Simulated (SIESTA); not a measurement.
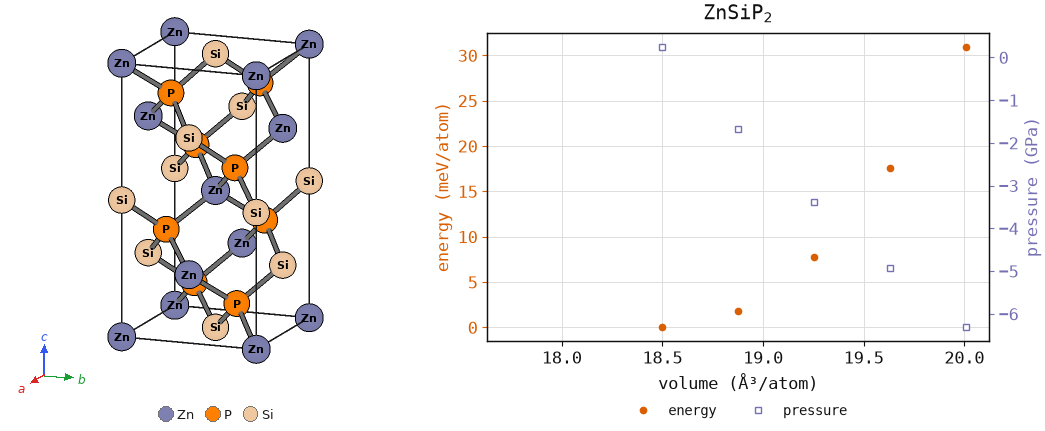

Plotted: energy and pressure against volume for ZnSiP₂, space group I-42d (No. 122). The conventional cell is drawn beside the plot.

Cell as given: a = 6.465 Å, b = 6.465 Å, c = 6.465 Å, α = 130.88°, β = 130.88°, γ = 72.00°; 8 atoms.

Computed with SIESTA 5.4.2: DFT in numerical atomic orbitals with pseudopotentials, no spin polarisation; energies at scaled volumes of the given cell, shape and fractions fixed, counted from the fit's minimum, third-order Birch-Murnaghan fit. Level: LDA.

- k mesh: 5×5×5
- occupations: Fermi–Dirac
- smearing width: 0.05 eV
- potentials: PseudoDojo 0.4 standard, converted to PSML, two zetas on semicore shells
- program settings: basis DZP, mesh cutoff 800 Ry

The points at volume 17.74 Å³/atom and 18.12 Å³/atom are left out of the plot. What values does the calculation give there?

```tsv
volume (Å³/atom)	energy (meV/atom)	pressure (GPa)
17.74	11.36	4.74
18.12	3.06	2.37
```

Keep in mind: mulliken charges of long orbitals; short basis over semicore shells; valence orbitals made in semicore potential; shape and atomic fractions are frozen while scaling, which makes layered, chain and framework solids too stiff.
